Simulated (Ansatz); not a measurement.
## BN: geometry relaxation (part 2 of 2)

BN (P6₃/mmc, 4 atoms in the cell); DFT PBE, scalar-relativistic, plane waves, PAW, no spin polarisation (Ansatz 0.2.0); cutoff 420 eV, 12×12×4 k-mesh, Gaussian smearing of 0.02 eV. The structure derives from a Materials Project entry. It belongs to a series of runs on one base structure; here: relaxed at 4 GPa.

Geometry of the input (Å; fractional positions):
```
2.4436  0.0000  0.0000
-1.2218  2.1162  0.0000
0.0000  0.0000  7.0726
B  0.3333  0.6667  0.2500
B  0.6667  0.3333  0.7500
N  0.3333  0.6667  0.7500
N  0.6667  0.3333  0.2500
```

Output, continued
```
SCF iter   1: F=—  HF=-1084.788831 eV  |F-HF|=—  |Δ(HF+E_count)|=         —  Δρ=1.11e-4  dr2=5.57e-6  ethr=4.84e-8  ⟨swp⟩=2.2  Hψ=5125  notcnv=0
preconditioner: auto → none  [insulator: Δε(μ)=4.225 eV  Ē_g=15.897 eV  σ=0.020 eV  W_gap=1.00  n_scr=4 (ndim 8)  ℏωp=25.1 eV  f_vac=0.013  D(μ)=0.00/eV (n_scr^D=0)  ε∞_Penn≈3.5]
SCF iter   2: F=—  HF=-1084.788824 eV  |F-HF|=—  |Δ(HF+E_count)|=   7.15e-6  Δρ=5.97e-5  dr2=8.10e-7  ethr=3.48e-8  ⟨swp⟩=2.0  Hψ=1032  notcnv=0
SCF iter   3: F=—  HF=-1084.788824 eV  |F-HF|=—  |Δ(HF+E_count)|=   1.48e-7  Δρ=2.21e-5  dr2=1.46e-7  ethr=5.06e-9  ⟨swp⟩=2.6  Hψ=1186  notcnv=0
SCF iter   4: F=-1084.788824 eV  HF=-1084.788824 eV  |F-HF|=4.06e-9  |Δ(HF+E_count)|=   7.72e-8  Δρ=4.53e-6  dr2=3.22e-9  ethr=1.11e-10  ⟨swp⟩=5.7  Hψ=4031  notcnv=0
SCF 7 converged in 4 iterations: F = -1084.788824 eV  dr2 = 3.22e-9
relax step   7: F+E_penalty+E_count = -1084.78882413 eV  Δ(F+E_penalty+E_count) = -6.854e-4 eV  max|allowed force component| = 8.708e-16 eV/Å  Δτ_max = 0.0000 Å  P = +4.026 GPa  Ω = 35.126 Å³  energy of the carried Pulay correction = +1.417e-3 eV  (4 SCF iters, dr2 threshold 1.77e-8 eV, accepted)
iter 1 solved again at ethr=1.23e-7 eV; its pass at ethr=3.10e-3 eV (dr2=1.97e-5 eV) is discarded
SCF iter   1: F=—  HF=-1084.787498 eV  |F-HF|=—  |Δ(HF+E_count)|=         —  Δρ=7.51e-5  dr2=2.47e-7  ethr=1.23e-7  ⟨swp⟩=3.1  Hψ=6043  notcnv=0
preconditioner: auto → none  [insulator: Δε(μ)=4.226 eV  Ē_g=15.897 eV  σ=0.020 eV  W_gap=1.00  n_scr=4 (ndim 8)  ℏωp=25.1 eV  f_vac=0.012  D(μ)=0.00/eV (n_scr^D=0)  ε∞_Penn≈3.5]
SCF iter   2: F=—  HF=-1084.787494 eV  |F-HF|=—  |Δ(HF+E_count)|=   3.91e-6  Δρ=3.72e-5  dr2=6.12e-8  ethr=1.55e-9  ⟨swp⟩=2.0  Hψ=1093  notcnv=0
SCF iter   3: F=—  HF=-1084.787494 eV  |F-HF|=—  |Δ(HF+E_count)|=   4.33e-7  Δρ=1.16e-5  dr2=1.98e-8  ethr=3.83e-10  ⟨swp⟩=2.0  Hψ=1136  notcnv=0
SCF iter   4: F=—  HF=-1084.787494 eV  |F-HF|=—  |Δ(HF+E_count)|=   2.28e-8  Δρ=1.37e-6  dr2=2.08e-10  ethr=1.24e-10  ⟨swp⟩=2.0  Hψ=1136  notcnv=0
SCF iter   5: F=-1084.787494 eV  HF=-1084.787494 eV  |F-HF|=1.36e-12  |Δ(HF+E_count)|=  6.09e-10  Δρ=1.60e-7  dr2=3.55e-12  ethr=1.00e-12  ⟨swp⟩=6.0  Hψ=2960  notcnv=0
SCF 8 converged in 5 iterations: F = -1084.787494 eV  dr2 = 3.55e-12
relax step   8: F+E_penalty+E_count = -1084.78749437 eV  Δ(F+E_penalty+E_count) = +1.330e-3 eV  max|allowed force component| = 8.905e-16 eV/Å  Δτ_max = 0.0000 Å  P = +3.975 GPa  Ω = 35.126 Å³  stress off target by 7.36e-2 GPa  SCF on the basis re-selected at this cell (its energy is not comparable with the rows above)  (5 SCF iters)
```

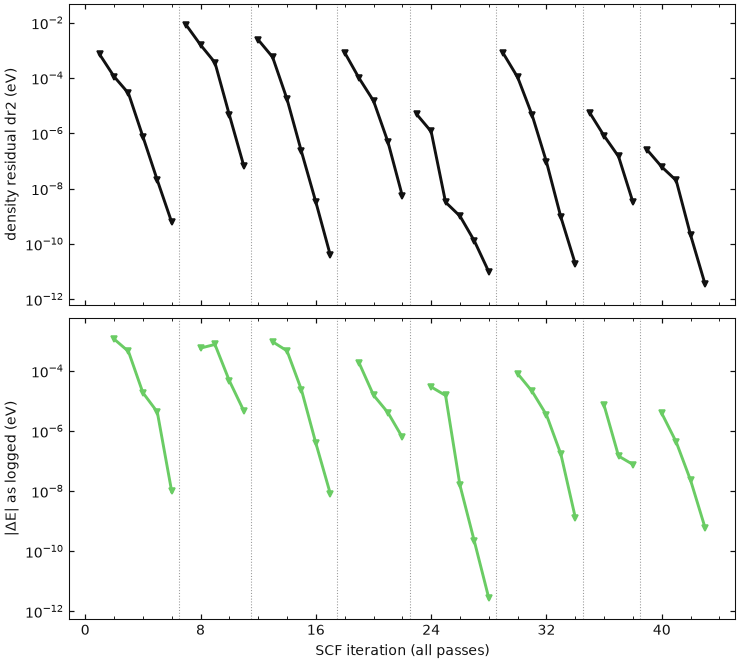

Fig. 1: Convergence of the self-consistent field: density residual dr2 and size of the energy change against the SCF iteration. The dotted lines part the SCF passes of the relaxation: geometry steps, rejected trials and re-solves on a re-selected basis. The 8 passes take 4 to 6 iterations each, 43 in all.

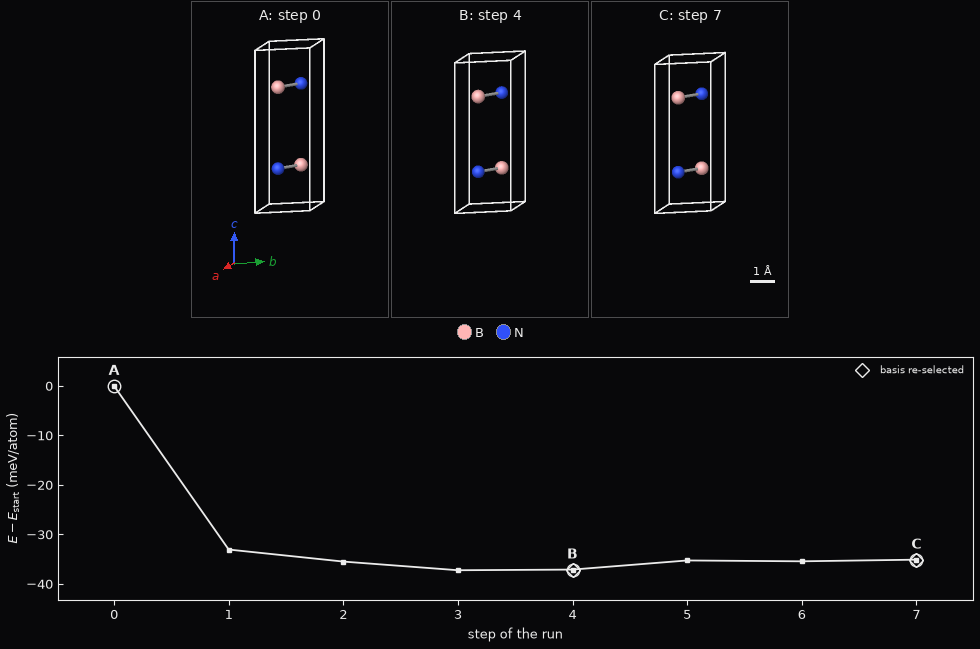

Fig. 2: Frames of the relaxation (ball-and-stick view of the cell of the calculation, seen slightly off an axis) above the curves, on which the letters mark them (the first geometry is step 0 here and step 1 in the log).

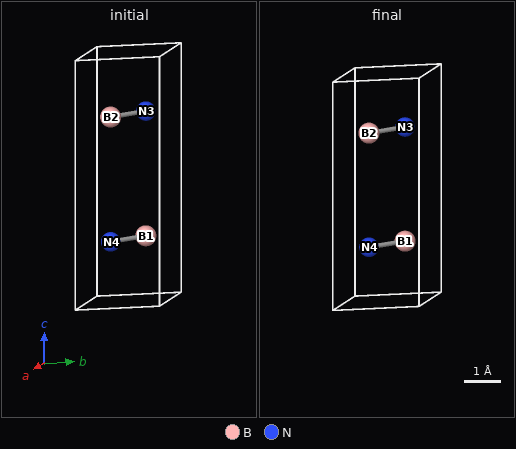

Fig. 3: Before (left) and after (right) the relaxation, at one scale (ball-and-stick view of the cell of the calculation, seen slightly off an axis). The atoms keep their places relative to the cell (all moves are under 0.005 Å). Cell: a = b 2.444 → 2.503 Å (+2.4 %), c 7.073 → 6.472 Å (−8.5 %). Volume −4.0 %. Among the contacts that change: B1–N4 1.411 → 1.445 Å. The space group stays P6_3/mmc (No. 194). The energy falls by 35.4 meV per atom in 5 geometry steps. All forces vanish by symmetry, so only the cell relaxes. Pressure: 21.28 GPa at the start and 3.97 GPa at the end. 1 further SCF at an unchanged geometry re-selected the plane-wave basis for the new cell. The energy change given includes the shifts at the re-selections in mid-walk, which come without any move. A last SCF at the same geometry on a re-selected plane-wave basis shifts the energy by +0.3 meV per atom. (Atoms are counted from 1 in the order of the input.)

```
basis re-selected at this cell: Δ(F+E_penalty+E_count) = +1.330e-3 eV, ΔP = -0.052 GPa vs the last step (what re-selecting the basis moved, of the pressure what is left beyond the Pulay correction that the steps carried, after the strain that the cell walked since its last selection, with what the two solves' SCF thresholds leave and, on support functions, any second-order correction that the steps lacked; it is no measure of the basis error at this ecutwfc). This SCF's stress stands 7.36e-2 GPa from its target on what of the cell is left free (relax.cell.stress_tol is 8.00e-2 GPa) and its largest allowed force component is 8.90e-16 eV/Å (relax.f_tol is 8.00e-3 eV/Å): within both
SCF converged after 5 iterations
Free energy (F): -1084.787494 eV
Harris-Foulkes:  -1084.787494 eV  (|F-HF|=1.36e-12)
Internal energy: -1084.787494 eV  (E = F + TS)
E sigma→0 (E₀):  -1084.787494 eV
Fermi energy:    7.159854 eV
--- Per-component energies (eV) ---
  E_band       = -33.509759
  E_kinetic    = 367.148676
  E_local      = -667.945825  (includes V_loc(G=0)·N_el)
  E_nonlocal   = 115.697344
  E_hartree    = 213.138986
  E_xc         = -184.537648
  E_vxc        = -228.969869  (∫ρ·V_xc dr)
  E_paw        = -413.664742  (= ΣΔE_a)
  E_vpaw       = -45.718243  (= ΣTr[D̂ρ^β])
  E_aug_tail   = 0.000203  (compensation charges beyond the density's cutoff)
  E_ewald      = -514.624488
  E_smearing   = -0.000000  (= −TS)
  E_closure    = 0.000000  (closes the sum)
  Σ components = -1084.787494   (vs F -1084.787494, Δ=0.00e0)
--- Forces (eV/Å), atoms counted from 1 ---
  atom   1  B      0.00000000    -0.00000000     0.00000000
  atom   2  B      0.00000000     0.00000000    -0.00000000
  atom   3  N     -0.00000000    -0.00000000     0.00000000
  atom   4  N     -0.00000000     0.00000000    -0.00000000
  max |Σ_I F_I| component: 5.55e-17 eV/Å
--- Stress (GPa, compression-positive) ---
        3.998841       0.000000      -0.000000
       -0.000000       3.998841       0.000000
       -0.000000       0.000000       3.926370
  P = ⅓ Tr σ = 3.9747 GPa (39.747 kbar)
--- Band table (eV; the first three rows and the last of 57) ---
  k-point 0: bands = ["-12.8071", "-12.4504", "-1.3104", "1.0888", "3.6932", "3.6932", "3.7401", "3.7401", "10.4556", "15.6405", "16.5921", "16.5921"]
  k-point 1: bands = ["-12.7580", "-12.5060", "-1.0202", "0.6492", "3.7004", "3.7004", "3.7340", "3.7340", "11.2081", "14.7748", "16.6139", "16.6139"]
  k-point 2: bands = ["-12.6353", "-12.6353", "-0.2540", "-0.2540", "3.7176", "3.7176", "3.7176", "3.7176", "12.9594", "12.9594", "16.6670", "16.6670"]
  k-point 56: bands = ["-8.9575", "-8.9575", "-2.8725", "-2.8725", "-2.1283", "-2.1283", "5.0214", "5.0214", "9.6626", "9.6626", "17.0376", "17.0376"]
--- Relaxed structure (6 steps of the walk, 6 accepted, 2 SCFs on fresh bases) ---
  F+E_penalty+E_count = -1084.78749437 eV   max|allowed force component| = 8.905e-16 eV/Å   (the final SCF, on the basis selected at the relaxed cell)
  cell:  # Å, volume = 35.1257 Å³
    - [2.5033226907531065, -2.2935548479087095e-33, 0.0]
    - [-1.2516613453765533, 2.1679410440622062, -2.366524635173563e-18]
    - [0.0, -7.909066622249945e-18, 6.47233625980823]
  atoms:
    - { symbol: B, position: [0.3333333333333333, 0.6666666666666666, 0.24999999999999994] }
    - { symbol: B, position: [0.6666666666666665, 0.3333333333333333, 0.7499999999999997] }
    - { symbol: N, position: [0.3333333333333333, 0.6666666666666666, 0.7499999999999997] }
    - { symbol: N, position: [0.6666666666666665, 0.3333333333333333, 0.24999999999999994] }
```

Trajectory as extended XYZ (Å, eV, eV/Å), 8 frames, from step=1 to step=8
```
4
Lattice="2.4436 0.0000 0.0000 -1.2218 2.1162 0.0000 0.0000 0.0000 7.0726" Properties=species:S:1:pos:R:3:forces:R:3 step=1 energy=-1084.64714 pressure_GPa=21.28
B     0.0000    1.4108    1.7681    0.0000   0.0000   0.0000
B     1.2218    0.7054    5.3044    0.0000   0.0000   0.0000
N     0.0000    1.4108    5.3044    0.0000   0.0000   0.0000
N     1.2218    0.7054    1.7681    0.0000   0.0000   0.0000
4
Lattice="2.4803 0.0000 0.0000 -1.2402 2.1480 0.0000 0.0000 0.0000 6.7278" Properties=species:S:1:pos:R:3:forces:R:3 step=2 energy=-1084.77931 pressure_GPa=10.41
B     0.0000    1.4320    1.6819    0.0000   0.0000   0.0000
B     1.2402    0.7160    5.0458    0.0000   0.0000   0.0000
N     0.0000    1.4320    5.0458    0.0000   0.0000   0.0000
N     1.2402    0.7160    1.6819    0.0000   0.0000   0.0000
4
Lattice="2.5012 0.0000 0.0000 -1.2506 2.1661 0.0000 0.0000 0.0000 6.4885" Properties=species:S:1:pos:R:3:forces:R:3 step=3 energy=-1084.78904 pressure_GPa=4.66
B     0.0000    1.4441    1.6221    0.0000   0.0000   0.0000
B     1.2506    0.7220    4.8664    0.0000   0.0000   0.0000
N     0.0000    1.4441    4.8664    0.0000   0.0000   0.0000
N     1.2506    0.7220    1.6221    0.0000   0.0000   0.0000
4
Lattice="2.5028 0.0000 0.0000 -1.2514 2.1675 0.0000 0.0000 0.0000 6.5388" Properties=species:S:1:pos:R:3:forces:R:3 step=4 energy=-1084.79604 pressure_GPa=4.00
B     0.0000    1.4450    1.6347    0.0000   0.0000   0.0000
B     1.2514    0.7225    4.9041    0.0000   0.0000   0.0000
N     0.0000    1.4450    4.9041    0.0000   0.0000   0.0000
N     1.2514    0.7225    1.6347    0.0000   0.0000   0.0000
4
Lattice="2.5028 0.0000 0.0000 -1.2514 2.1675 0.0000 0.0000 0.0000 6.5388" Properties=species:S:1:pos:R:3:forces:R:3 step=5 energy=-1084.79551 pressure_GPa=3.95
B     0.0000    1.4450    1.6347    0.0000   0.0000   0.0000
B     1.2514    0.7225    4.9041    0.0000   0.0000   0.0000
N     0.0000    1.4450    4.9041    0.0000   0.0000   0.0000
N     1.2514    0.7225    1.6347    0.0000   0.0000   0.0000
4
Lattice="2.5034 0.0000 0.0000 -1.2517 2.1680 0.0000 0.0000 0.0000 6.4660" Properties=species:S:1:pos:R:3:forces:R:3 step=6 energy=-1084.78814 pressure_GPa=4.03
B     0.0000    1.4453    1.6165    0.0000   0.0000   0.0000
B     1.2517    0.7227    4.8495    0.0000   0.0000   0.0000
N     0.0000    1.4453    4.8495    0.0000   0.0000   0.0000
N     1.2517    0.7227    1.6165    0.0000   0.0000   0.0000
4
Lattice="2.5033 0.0000 0.0000 -1.2517 2.1679 0.0000 0.0000 0.0000 6.4723" Properties=species:S:1:pos:R:3:forces:R:3 step=7 energy=-1084.78882 pressure_GPa=4.03
B     0.0000    1.4453    1.6181    0.0000   0.0000   0.0000
B     1.2517    0.7226    4.8543    0.0000   0.0000   0.0000
N     0.0000    1.4453    4.8543    0.0000   0.0000   0.0000
N     1.2517    0.7226    1.6181    0.0000   0.0000   0.0000
4
Lattice="2.5033 0.0000 0.0000 -1.2517 2.1679 0.0000 0.0000 0.0000 6.4723" Properties=species:S:1:pos:R:3:forces:R:3 step=8 energy=-1084.78749 pressure_GPa=3.97
B     0.0000    1.4453    1.6181    0.0000   0.0000   0.0000
B     1.2517    0.7226    4.8543    0.0000   0.0000   0.0000
N     0.0000    1.4453    4.8543    0.0000   0.0000   0.0000
N     1.2517    0.7226    1.6181    0.0000   0.0000   0.0000
```

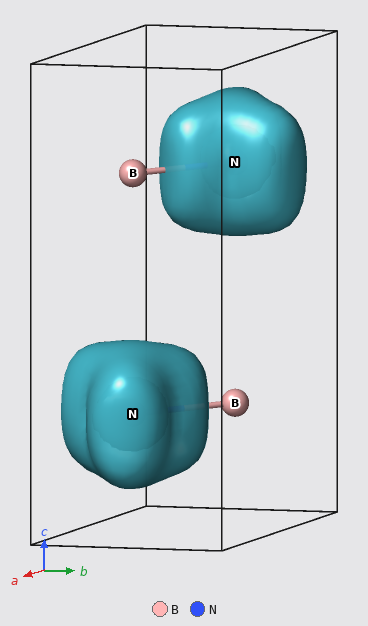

Fig. 4: Isosurface of the electron localisation function at 0.7 (cyan), seen at an oblique angle. Only the valence region is drawn (cores and ρ < 0.01 e/Å³ removed). Sticks mark near contacts. The outline is the cell set on symmetry axes. Values along the shortest contacts: B–N (1.45 Å): the ELF peaks at about 0.95 between the atoms (a shared but strongly polarised pair). The fields are those of the smooth PAW valence density.

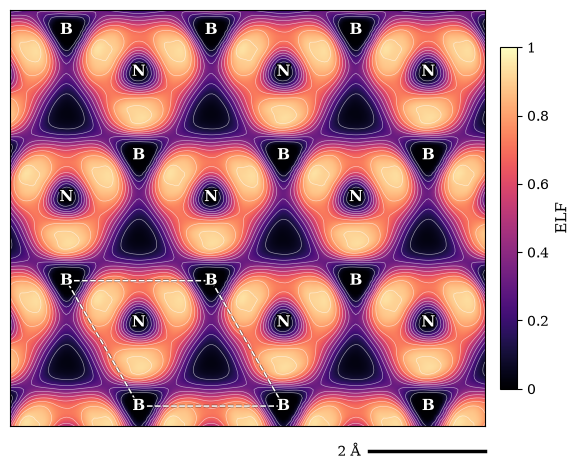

Fig. 5: ELF on the (001) plane of the conventional cell. B–N (1.45 Å): the ELF peaks at about 0.95 between the atoms (a shared but strongly polarised pair).

Key numbers

| quantity | value |
| --- | --- |
| outcome | converged |
| space group (tolerance 0.01 Å) | P6₃/mmc (194) |
| electrons treated | 16 |
| free energy | −1084.7875 eV |
| Fermi energy | 7.160 eV |
| gap on the k-point mesh | 4.23 eV |
| pressure | 3.97 GPa |
| final volume | 35.13 Å³ |
| largest force (length of the vector) at the end | under 0.001 eV/Å |
| final cell | a = 2.503 Å, b = 2.503 Å, c = 6.472 Å, α = 90.00°, β = 90.00°, γ = 120.00° |
| wall time | 5.6 s |
| peak memory | 0.39 GiB |
